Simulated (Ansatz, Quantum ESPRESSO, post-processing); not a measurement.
# 1T-GeCl2, 1 layer: response to a perpendicular field, part 5 of 5

Aim: how 1T-GeCl2, 1 layer screens a field along its normal, and what the field does to its bands.

Quantum ESPRESSO 7.5; plane-wave DFT, PBE, GBRV ultrasoft pseudopotentials; geometry and cross-check by Ansatz 0.2.0 with PAW datasets.

So far. Step 13 (Band structure: field -0.2 V/Å): Upper empty bands that drop with the field can be states of the vacuum, held by the sawtooth; they depend on the cell's width. Step 13 (Band structure: field -0.2 V/Å): Along this path the valence top lies at K and the conduction bottom at Γ.

### 14. Density by pp.x

The density shows how far the electrons spill into the vacuum.

f0.rho.in reads:

```
&inputpp
  prefix = 'f0'
  outdir = './out'
  filplot = 'f0.rho.dat'
  plot_num = 0
/
```

The run is started by

```bash
> OMP_NUM_THREADS=1 mpirun -n 4 pp.x -in f0.rho.in > f0.rho.out
```

Numbers of over 12 decimals in the logs are rounded to 6 here.

Log:

```text
[banner, memory and clock lines left out]
Program POST-PROC v.7.5 starts

          URL

     ./out/f0.save/

     IMPORTANT: XC functional enforced from input :
     Exchange-correlation= PBE
                           (   1   4   3   4   0   0   0)
     Any further DFT definition will be discarded
     Please, verify this is what you really want

     negative rho (up, down):  2.736E-02 0.000E+00

     Adding external electric field

     Computed dipole along edir(3) :
        Dipole               -0.0000 Ry au,         -0.0000 Debye
        Dipole field         -0.0000 Ry au,

        Potential amp.        0.0000 Ry
        Total length         35.5359 bohr

     Calling punch_plot, plot_num =   0
     Writing data to file  f0.rho.dat
     Message from routine chdens:
     namelist plot not found or invalid, exiting
```

It took 1.1 s on 4 MPI ranks of Arm Neoverse V1, shared host; peak memory 0.12 GiB; 4 s of CPU time.

Numbers from this step:

| Property | Result |
| --- | --- |
| electrons by integration | 28.00 e |

The valence density, planar mean oscillates, so the rows of the table below give means over windows of 1 Å about each position, cut where the curve ends. Its maxima inside the range that stand out by 2 % of the span (Å: e/Å³): 8.6: 0.381, 9.8: 1.44, 11.0: 0.381. Its minima: 9.1: 0.291, 10.4: 0.291.

Mean over planes. Valence density, planar mean against z; means over each step:

```csv
z (Å),"valence density, planar mean (e/Å³)"
5,4.9e-5
6,0.00135
7,0.0390
8,0.298
9,0.374
10,0.830
11,0.352
12,0.181
13,0.00986
14,3.4e-4
15,1.3e-5
```

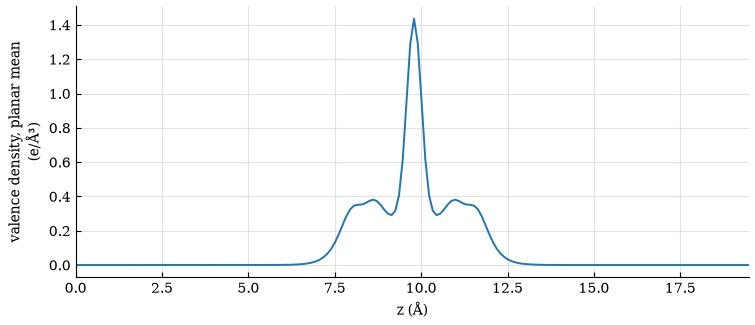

Valence density, planar mean against z.

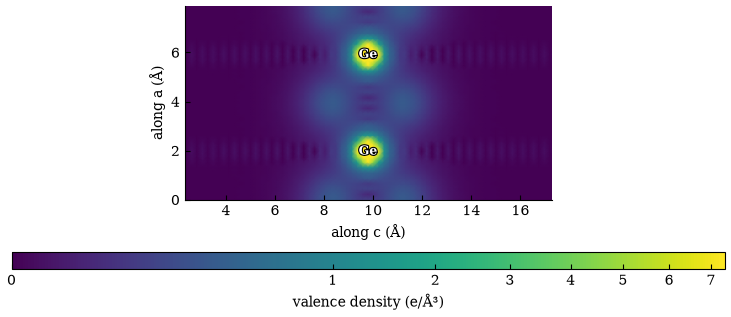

Valence density in the ca plane at fractional y = 0.000, with atoms of Ge within 0.2 Å of it. It is the smooth field of the valence electrons, not physical close to the nuclei. The map starts off the cell's origin, so that atoms lie inside it. The colour scale is stretched toward low values. The far vacuum is left out of the map.

The density integrates to 28.000 electrons, as the 28 of the input ask.

### 15. Density by pp.x

f2.rho.in reads:

```
&inputpp
  prefix = 'f2'
  outdir = './out'
  filplot = 'f2.rho.dat'
  plot_num = 0
/
```

The run is started by

```bash
> OMP_NUM_THREADS=1 mpirun -n 4 pp.x -in f2.rho.in > f2.rho.out
```

It took 1.1 s on 4 MPI ranks; peak memory 0.12 GiB.

### 16. Charge moved by a field of 0.2 V/Å

This step gave:

* largest charge moved across a plane: 0.001000 e/Å²
* dipole step: -0.8376 eV

Planar mean against z:

```csv
z (Å),planar mean (e/Å³)
3,3.0e-8
4,4.0e-7
5,5.3e-6
6,6.0e-5
7,4.3e-4
8,3.9e-4
9,4.0e-5
10,4.7e-5
11,-1.7e-4
12,-6.6e-4
13,-2.0e-4
14,-2.1e-5
15,-1.5e-6
16,-9.5e-8
17,-6.0e-9
```

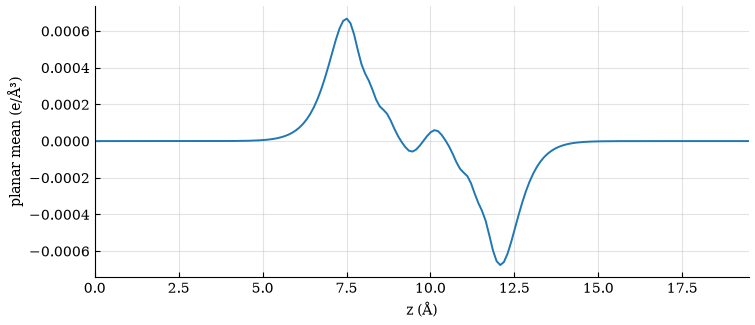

Planar mean, plotted against z.

Table of running integral, electrons below z by z:

```csv
z (Å),"running integral, electrons below z (e/Å²)"
3,1.4e-8
4,1.8e-7
5,2.4e-6
6,2.9e-5
7,2.5e-4
8,8.1e-4
9,1.0e-3
10,9.8e-4
11,9.4e-4
12,5.3e-4
13,8.0e-5
14,6.9e-6
15,4.7e-7
16,2.9e-8
```

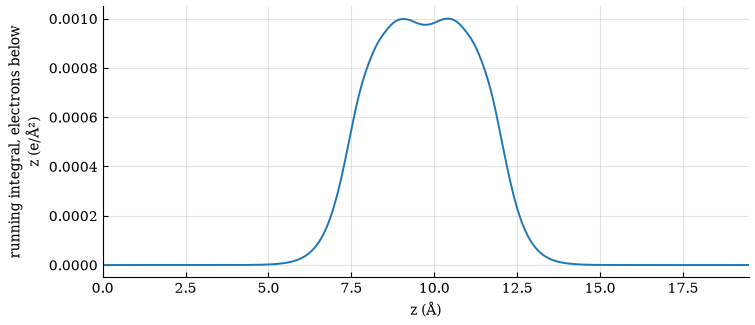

Running integral, electrons below z, plotted against z.

### 17. Polarisability from the dipole between 0 and 0.1 V/A

Numbers from this step:

| Item | Value |
| --- | --- |
| change of slope in the vacuum | 0.10000 eV/Å |
| polarisability a cell | 4.476 Å³ |
| sheet polarisability 4πα/A | 4.187 Å |

The change of the potential energy, second field less first by z:

```csv
z (Å),"change of the potential energy, second field less first (eV)"
0,-0.385
2,-0.570
4,-0.370
6,-0.171
8,-0.0253
10,0.00239
12,0.0406
14,0.212
16,0.411
18,0.611
```

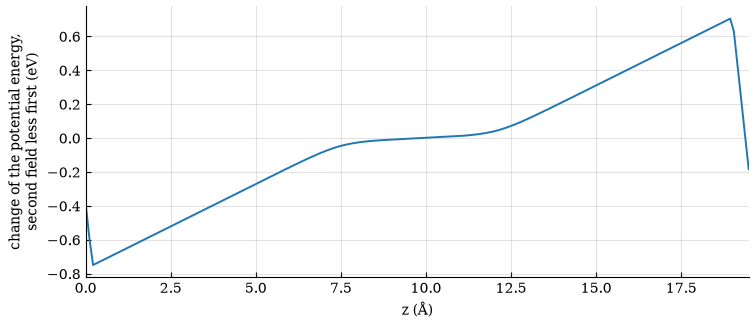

Change of the potential energy, second field less first, plotted against z.

### 18. Dipole against field

Table of dipole along the normal, dipole moment by applied field:

```csv
applied field (V/Å),"dipole along the normal, dipole moment (e·Å)"
-0.200,-0.0622
0.000,0
0.100,0.0311
0.200,0.0622
```

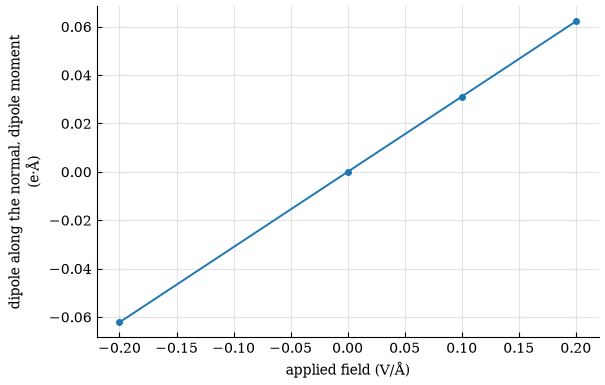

Dipole along the normal, dipole moment against applied field.

### 19. Cross-check with Ansatz: field 0.1 V/Å

As a check, the same structure is run in Ansatz.

Level of this step: plane-wave DFT, PBE, Ansatz PAW (Ansatz 0.2.0).

input.yaml reads:

```yaml
crystal:
  lattice:
    - [3.9385604096, 0.0, 0.0]
    - [-1.9692802048, 3.4108933691, 0.0]
    - [0.0, 0.0, 19.5883005154]
  atoms:
    - { symbol: Cl, position: [0.6666666667, 0.3333333333, 0.4249192358] }
    - { symbol: Ge, position: [0.0, 0.0, 0.5000000208] }
    - { symbol: Cl, position: [0.3333333333, 0.6666666667, 0.5750807435] }
kpoints:
  mp_grid: { grid: [12, 12, 1] }
hamiltonian:
  xc: pbe
scf:
  occupations: { method: fermi_dirac, width: 0.054 }
  convergence: { dr2_threshold: 1.0e-09 }
efield:
  axis: 3
  dipole_correction: true
  ramp_position: 0.97
  ramp_width: 0.04
  amplitude: 0.1
output:
  write_potential: true
  write_density: true
  volumetric_format: npy
```

The run is started by

```bash
> ansatz run input.yaml --threads 4 --pin off --max-ram 8192MiB --backend cpu --events-out ev --progress --plain --runs-dir out
```

Log:

```text
[...]
Crystal: 3 atoms, lattice volume = 263.149 Å³
Basis set: ecut = 420 eV, 5225 PW (Γ)
Bands: 18, of which v1, the nominal top of the filled ones, is band 14 counted from 1 (13 counted from 0)
Symmetry: 6 space group operations
k-points: 19 of 144 (time reversal used)
[...]
SCF iter   1: F=—  HF=-6456.730732 eV  |F-HF|=—  |Δ(HF+E_count)|=         —  Δρ=1.62e-2  dr2=1.58e0  ethr=3.10e-3  p=0.034 e·Å  D=2.33e-2 V/Å  ΔV_dip=-0.46 eV  dr2_dipole=6.09e-5  V_vac-E_F(+/−)=6.08/4.74 eV  ⟨swp⟩=7.8  Hψ=1915  notcnv=0
[...]
SCF iter  10: F=-6456.291203 eV  HF=-6456.291203 eV  |F-HF|=2.30e-10  |Δ(HF+E_count)|=   1.12e-8  Δρ=2.51e-7  dr2=1.53e-10  ethr=3.57e-12  p=0.031 e·Å  D=2.14e-2 V/Å  ΔV_dip=-0.42 eV  dr2_dipole=7.40e-13  V_vac-E_F(+/−)=6.30/4.92 eV  ⟨swp⟩=5.5  Hψ=1047  notcnv=0
SCF 1 converged in 10 iterations: F = -6456.291203 eV  dr2 = 1.53e-10
[...]
SCF converged after 10 iterations
Free energy (F): -6456.291203 eV
[...]
Internal energy: -6456.291203 eV  (E = F + TS)
E sigma→0 (E₀):  -6456.291203 eV
Fermi energy:    -2.680124 eV
Dipole field:    D = 0.021392 V/Å  (p = 0.031109 e·Å, saw-weighted, corrected)
Work function:   not extracted (applied field tilts the vacuum); planar V_es + V_field profile in the machine report
[...]
--- Band table (eV; the first three rows and the last of 19) ---
  k-point 0: bands = [... 10 lower, -5.7465, -5.7465, -5.7053, -4.7027, -1.4409, -0.0230, -0.0230, 2.2650]
  k-point 1: bands = [... 10 lower, -5.8382, -5.6959, -5.6671, -4.5153, -1.2309, -0.0844, 0.0501, 2.3663]
  k-point 2: bands = [... 10 lower, -6.1139, -5.6864, -5.6265, -4.2761, -0.8390, -0.0387, 0.2353, 2.6269]
  k-point 18: bands = [... 10 lower, -7.1098, -5.7714, -5.7536, -4.0586, 0.5939, 0.5955, 0.9478, 4.6482]
```

The job ended after 3.3 s (4 threads; peak memory 0.48 GiB).

Numbers from this step:

```
free energy             : -6456.2912 eV
Fermi energy            : -2.680 eV
gap by band count       : 2.618 eV
dipole along the normal : 0.03111 e·Å
```

At 0.1 V/Å Ansatz's dipole is 0.0311 e Å against 0.0311 from pw.x.

### 20. Cross-check with Ansatz: field -0.1 V/Å

input.yaml, as its differences from the input of step 19:

```diff
@@ -21,3 +21,3 @@
   ramp_width: 0.04
-  amplitude: 0.1
+  amplitude: -0.1
 output:
```

Log:

```text
[...]
Crystal: 3 atoms, lattice volume = 263.149 Å³
Basis set: ecut = 420 eV, 5225 PW (Γ)
Bands: 18, of which v1, the nominal top of the filled ones, is band 14 counted from 1 (13 counted from 0)
Symmetry: 6 space group operations
k-points: 19 of 144 (time reversal used)
[...]
--- Band table (eV; the first three rows and the last of 19) ---
  k-point 0: bands = [... 10 lower, -5.7773, -5.7773, -5.7361, -4.7335, -1.4717, -0.0538, -0.0538, 2.2442]
  k-point 1: bands = [... 10 lower, -5.8690, -5.7267, -5.6979, -4.5461, -1.2617, -0.1152, 0.0193, 2.3457]
  k-point 2: bands = [... 10 lower, -6.1447, -5.7172, -5.6573, -4.3069, -0.8698, -0.0695, 0.2045, 2.6053]
  k-point 18: bands = [... 10 lower, -7.1406, -5.8022, -5.7844, -4.0894, 0.5631, 0.5647, 0.9170, 4.6174]
[key lines of the parts left out:]
SCF converged after 10 iterations
Free energy (F): -6456.291201 eV
Fermi energy:    -2.710923 eV
Dipole field:    D = -0.021374 V/Å  (p = -0.031083 e·Å, saw-weighted, corrected)
```

Elapsed: 3.3 s, on 4 threads; peak memory 0.48 GiB.

This step gave:

- Fermi energy: -2.711 eV
- dipole along the normal: -0.03108 e·Å

### 21. Dipole against field, Ansatz

Dipole along the normal, dipole moment against applied field:

```csv
applied field (V/Å),"dipole along the normal, dipole moment (e·Å)"
-0.1000,-0.0311
0.0000,4.7e-5
0.1000,0.0311
```

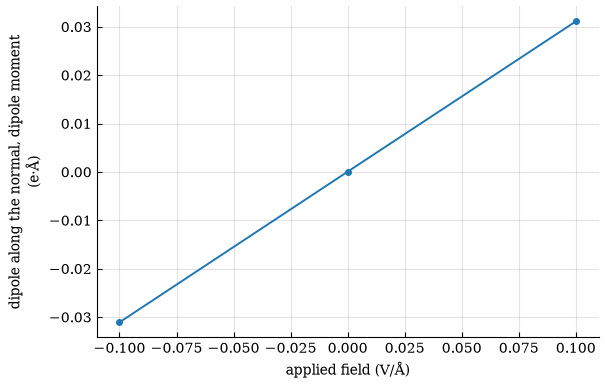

Dipole along the normal, dipole moment, plotted against applied field.

### 22. Ground state, with smearing = mv, degauss = 0.03 and conv_thr = 0.0001

A sensitivity test on the input.

Level of this step: plane-wave DFT, PBE, GBRV ultrasoft pseudopotentials (Quantum ESPRESSO 7.5).

f1.w0.in reads:

```
&control
  prefix = 'f1.w0'
  outdir = './out'
  pseudo_dir = './pseudo'
  calculation = 'scf'
  tprnfor = .true.
  tefield = .true.
  dipfield = .true.
/
&system
  ibrav = 0
  nat = 3
  ntyp = 2
  ecutwfc = 40
  ecutrho = 200
  occupations = 'smearing'
  smearing = 'mv'
  degauss = 0.03
  edir = 3
  emaxpos = 0.97
  eopreg = 0.04
  eamp = 0.00194469
/
&electrons
  conv_thr = 0.0001
  mixing_beta = 0.4
  electron_maxstep = 120
  mixing_mode = 'plain'
/
ATOMIC_SPECIES
  Cl  35.4500  cl_pbe_v1.4.uspp.F.UPF
  Ge  72.6300  ge_pbe_v1.4.uspp.F.UPF
CELL_PARAMETERS angstrom
  3.93856040963331 0.00000000000000 0.00000000000000
  -1.96928020481666 3.41089336908209 -0.00000000000000
  0.00000000000000 -0.00000000000000 19.58830051540000
ATOMIC_POSITIONS crystal
  Cl  0.666666666667 0.333333333333 0.424919235791
  Ge  0.000000000000 0.000000000000 0.500000020751
  Cl  0.333333333333 0.666666666667 0.575080743459
K_POINTS automatic
  12 12 1 0 0 0
```

The run is started by

```bash
> OMP_NUM_THREADS=1 mpirun -n 4 pw.x -nk 4 -in f1.w0.in > f1.w0.out
```

Log:

```text
[banner, memory and clock lines left out]
Program PWSCF v.7.5 starts
[citation notice left out]

[...]
bravais-lattice index     =            0
     lattice parameter (alat)  =       7.4428  a.u.
     unit-cell volume          =    1775.8203 (a.u.)^3
     number of atoms/cell      =            3
     number of atomic types    =            2
     number of electrons       =        28.00
     number of Kohn-Sham states=           18
     kinetic-energy cutoff     =      40.0000  Ry
     charge density cutoff     =     200.0000  Ry
     scf convergence threshold =      1.0E-04
     mixing beta               =       0.4000
     number of iterations used =            8  plain     mixing
     Exchange-correlation=  SLA  PW   PBX  PBC
                           (   1   4   3   4   0   0   0)

[...]
PseudoPot. # 1 for Cl read from file:
     ./pseudo/cl_pbe_v1.4.uspp.F.UPF
     Pseudo is Ultrasoft + core correction, Zval =  7.0
     Generated by new atomic code, or converted to UPF format
     Using radial grid of  909 points,  6 beta functions with:
                l(1) =   0
                l(2) =   0
                l(3) =   1
                l(4) =   1
                l(5) =   2
                l(6) =   2
     Q(r) pseudized with  8 coefficients,  rinner =    1.300   1.300   1.300
                                                       1.300   1.300

     PseudoPot. # 2 for Ge read from file:
     ./pseudo/ge_pbe_v1.4.uspp.F.UPF
     Pseudo is Ultrasoft + core correction, Zval = 14.0
     Generated by new atomic code, or converted to UPF format
     Using radial grid of  873 points,  6 beta functions with:
                l(1) =   0
                l(2) =   0
                l(3) =   1
                l(4) =   1
                l(5) =   2
                l(6) =   2
     Q(r) pseudized with  8 coefficients,  rinner =    1.400   1.400   1.400
                                                       1.400   1.400

     atomic species   valence    mass     pseudopotential
     Cl                7.00    35.45000     Cl( 1.00)
     Ge               14.00    72.63000     Ge( 1.00)

     No symmetry found

[...]
number of k points=    74  Marzari-Vanderbilt smearing, width (Ry)=  0.0300
[...]
Dense  grid:    84743 G-vectors     FFT dimensions: (  36,  36, 180)

     Smooth grid:    60479 G-vectors     FFT dimensions: (  30,  30, 150)

     Initial potential from superposition of free atoms

     starting charge      27.9991, renormalised to      28.0000

     negative rho (up, down):  2.820E-02 0.000E+00

     Adding external electric field

     Computed dipole along edir(3) :
        Dipole               -0.0000 Ry au,         -0.0000 Debye
        Dipole field         -0.0000 Ry au,

        E field amplitude [Ha a.u.]:  1.9447E-03
        Potential amp.        0.1382 Ry
        Total length         35.5359 bohr

     Starting wfcs are   17 randomized atomic wfcs +    1 random wfcs

     per-process dynamical memory:    91.5 Mb

     Self-consistent Calculation

     iteration #  1     ecut=    40.00 Ry     beta= 0.40
     Davidson diagonalization with overlap
     ethr =  1.00E-02,  avg # of iterations =  5.4

     Threshold (ethr) on eigenvalues was too large:
     Diagonalizing with lowered threshold

     Davidson diagonalization with overlap
     ethr =  4.40E-04,  avg # of iterations =  2.4

     negative rho (up, down):  2.845E-02 0.000E+00

     Adding external electric field

     Computed dipole along edir(3) :
        Dipole                0.1050 Ry au,          0.2668 Debye
        Dipole field          0.0007 Ry au,

        E field amplitude [Ha a.u.]:  1.9447E-03
        Potential amp.        0.0854 Ry
        Total length         35.5359 bohr

     total energy              =    -280.37463929 Ry
     estimated scf accuracy    <       0.11914215 Ry

     iteration #  2     ecut=    40.00 Ry     beta= 0.40
[...]
negative rho (up, down):  2.805E-02 0.000E+00

[...]
Dipole               -0.0086 Ry au,         -0.0219 Debye
[...]
E field amplitude [Ha a.u.]:  1.9447E-03
[...]
total energy              =    -280.39938106 Ry
     estimated scf accuracy    <       0.01344282 Ry

     iteration #  3     ecut=    40.00 Ry     beta= 0.40
[...]
negative rho (up, down):  2.791E-02 0.000E+00

[...]
Dipole                0.0782 Ry au,          0.1986 Debye
[...]
E field amplitude [Ha a.u.]:  1.9447E-03
[...]
total energy              =    -280.40079030 Ry
     estimated scf accuracy    <       0.00899586 Ry

     iteration #  4     ecut=    40.00 Ry     beta= 0.40
[...]
negative rho (up, down):  2.753E-02 0.000E+00

[...]
Dipole                0.0597 Ry au,          0.1518 Debye
[...]
E field amplitude [Ha a.u.]:  1.9447E-03
[...]
total energy              =    -280.40241645 Ry
     estimated scf accuracy    <       0.00170008 Ry

     iteration #  5     ecut=    40.00 Ry     beta= 0.40
[...]
negative rho (up, down):  2.740E-02 0.000E+00

[...]
Dipole                0.0577 Ry au,          0.1466 Debye
[...]
E field amplitude [Ha a.u.]:  1.9447E-03
[...]
total energy              =    -280.40261451 Ry
     estimated scf accuracy    <       0.00012779 Ry

     iteration #  6     ecut=    40.00 Ry     beta= 0.40
[...]
negative rho (up, down):  2.739E-02 0.000E+00

[...]
Dipole                0.0642 Ry au,          0.1633 Debye
[...]
E field amplitude [Ha a.u.]:  1.9447E-03
[...]
End of self-consistent calculation

          k = 0.0000 0.0000 0.0000 (  7617 PWs)   bands (ev):

   -27.9443 -27.9413 -27.9413 -27.9383 -27.9383 -18.5941 -17.9605 -10.3742
    -5.8515  -5.8515  -5.7565  -5.7565  -5.7171  -4.7134  -1.4547  -0.0364
    -0.0364   2.1975

          k = 0.0000 0.0962 0.0000 (  7603 PWs)   bands (ev):

   -27.9441 -27.9417 -27.9412 -27.9383 -27.9380 -18.5625 -17.9473 -10.4085
    -6.1773  -6.0016  -5.8490  -5.7078  -5.6780  -4.5265  -1.2448  -0.0976
     0.0367   2.2974

[...]
the Fermi energy is    -2.4010 ev

!    total energy              =    -280.40262692 Ry
     estimated scf accuracy    <       0.00000599 Ry
     smearing contrib. (-TS)   =       0.00000004 Ry
     internal energy E=F+TS    =    -280.40262696 Ry

     The total energy is F=E-TS. E is the sum of the following terms:
     one-electron contribution =    -956.50607777 Ry
     hartree contribution      =     488.07899183 Ry
     xc contribution           =     -76.98919448 Ry
     ewald contribution        =     265.01387411 Ry
     electric field correction =      -0.00022066 Ry

     convergence has been achieved in   6 iterations

     negative rho (up, down):  2.739E-02 0.000E+00

     Forces acting on atoms (cartesian axes, Ry/au):

     atom    1 type  1   force =     0.00000040   -0.00000106   -0.00368023
     atom    2 type  2   force =    -0.00000059    0.00000418    0.00632835
     atom    3 type  1   force =     0.00000019   -0.00000311   -0.00264812

     Total force =     0.007785     Total SCF correction =     0.010168
     SCF correction compared to forces is large: reduce conv_thr to get better values

[...]
```

It took 33 s on 4 MPI ranks; peak memory 0.65 GiB.

The changed values were drawn from a wide range, not chosen for quality; the comparison shows what they did here together.

Beside the run it was changed from:

```csv
quantity,this run,unchanged run,difference
dipole along the normal (e·Å),0.03400,0.03108,0.0029
free energy (eV),-3815.072,-3815.072,4.6e-5
wall time (s),33,47,
SCF iterations,6,8,
```

The free energy moves by +0.015 meV an atom.

This run starts from superposed atoms, the unchanged one from a saved density, so their iteration counts don't compare.

The physical values in this table move by up to 9.4 %.

### 23. By hand

α = Δp/E = (0.03108 − (0.00000)) e Å / 0.1 V/Å = 0.3108 e Å²/V; times e/(4πε₀) = 14.40 V Å this is 4.476 Å³. With A = 13.434 Å², 4πα/A = 4.187 Å.

### 24. Summary of results

| Property | Result |
| --- | --- |
| polarisability along the normal, a cell | 4.48 Å³ |
| sheet polarisability 4πα/A | 4.19 Å |
| dipole without a field | 0 e·Å |
| Kohn-Sham ionisation potential, upper face | 7.04 eV |
| gap along the path at 0 V/Å | 2.62 eV |
| gap along the path at 0.2 V/Å | 2.62 eV |
| gap along the path at -0.2 V/Å | 2.62 eV |

The sheet answers a field with a polarisability of 4.48 Å³ a cell, or 4πα/A = 4.19 Å (PBE, GBRV ultrasoft). In pw.x the dipole follows the field linearly over the range tried. A perfect conductor 4.19 Å thick would screen alike; the outer atoms lie 2.94 Å apart. At 0.1 V/Å the sheet takes 0.419 eV off the potential drop. At 0.2 V/Å the gap along the path is unchanged within 0.01 eV. Quantum ESPRESSO and Ansatz give 4.476 and 4.478 Å³ for the polarisability (pw.x from 0 and 0.1 V/Å, Ansatz from ±0.1 V/Å), which agree. The ions stay at their zero-field places, so this is the electrons' response alone. Semilocal gaps are too small, and in strong fields empty levels can belong to the vacuum. Spin-orbit coupling is left out; depending on the atoms that carry the levels of interest, it can split and shift them by some tens of meV.

[Logs are printed without paths, hosts, clocks, repeated set-up lines and the standing remarks that a program may print on its own settings, such as how far it seeks lower states.]

[Hosts, paths, dates, database ids (printed as entryN), source tags and the programs' standing remarks are cut or masked in the printed files.]

[Maps of the electrostatic potential energy from Ansatz leave out the sawtooth potential of an applied field or a dipole correction, so their vacuum need not be flat; planar profiles and work functions include it.]
